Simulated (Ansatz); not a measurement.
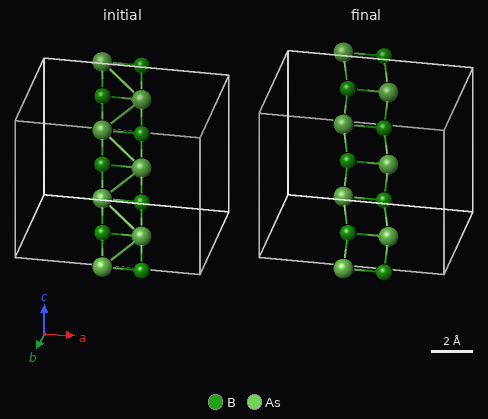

The structure of a wire of composition BAs before (left) and after (right) a relaxation, at one scale.

The picture is a ball-and-stick view of the 2 repeat of the cell, with the vacuum cut short, seen from a free direction.

Case: ladder chain of atoms.

Level of theory: DFT PBE, scalar-relativistic, plane waves, PAW in Ansatz 0.2.0. Settings: plane-wave cutoff 420 eV; k-point mesh 1 × 1 × 17; occupations gaussian; smearing width 0.05 eV; collinear spin; cell relaxed at fixed a, b, alpha, beta, gamma; force threshold 0.01 eV/Å; at most 45 steps.

Describe what moved and what it gained.

Answer. The energy falls by 0.570 eV per cell of the calculation in 5 accepted moves (6 points after the start). Largest force component: 1.8 eV/Å at the start, 0.0066 eV/Å at the end. At 1 point the geometry stayed and the basis and grid were re-selected for the new cell (energy shift of 2.9 meV per cell of the calculation at most each time). The largest moves relative to the layer's centre, 0.14 Å, are those of As atoms. By element the largest moves are As 0.14 Å, B 0.08 Å. Along the periodic axis the drawn cell goes c 7.496 → 7.906 Å (+5.5 %). Near-neighbour distances that change, for instance: As–As 2.717 → 3.001 Å, As–B 1.874 → 1.989 Å, As–B 1.968 → 2.034 Å. Bond angles that change, for instance: As–B–As 180.0° → 167.1°, B–As–B 180.0° → 167.1°, As–B–As 90.0° → 96.5°. The program noted that the starting moments weren't kept. The run took 61 s on 2 threads of Arm Neoverse V2, with other jobs on the host, peak memory 0.67 GiB.
